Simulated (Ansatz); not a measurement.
C (Fd-3m, No. 227): a calculation's starting geometry; the starting structure was generated, so it need not be a known form of this composition.

```xyz
8
Lattice="3.5538 0.0000 0.0000 0.0000 3.5538 0.0000 0.0000 0.0000 3.5538" Properties=species:S:1:pos:R:3 pbc="T T T"
C     0.0000    1.7769    1.7769
C     0.8884    0.8884    0.8884
C     0.0000    0.0000    0.0000
C     0.8884    2.6653    2.6653
C     1.7769    1.7769    0.0000
C     2.6653    0.8884    2.6653
C     1.7769    0.0000    1.7769
C     2.6653    2.6653    0.8884
```

Q: What will a dark-field STEM-like image along [111] show? Simulated incoherent Z contrast: every atom adds Z^1.7 spread by a probe of 0.74 Å full width; channelling and multiple scattering are left out. The display is stretched by a gamma of 0.65; percentages refer to the linear signal. Shot noise was added.

A: The columns repeat on a hexagonal net with a repeat of 1.45 Å (plane group p6mm). All columns are alike (C). The shortest distance between visible columns is 1.45 Å in projection. Along the beam the structure repeats every 6.16 Å.

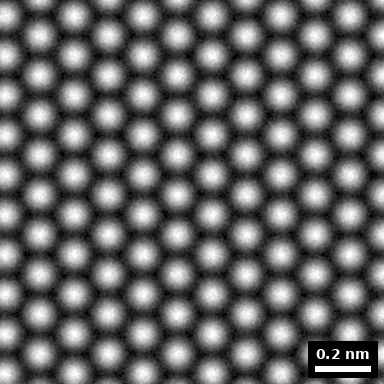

The simulated image.
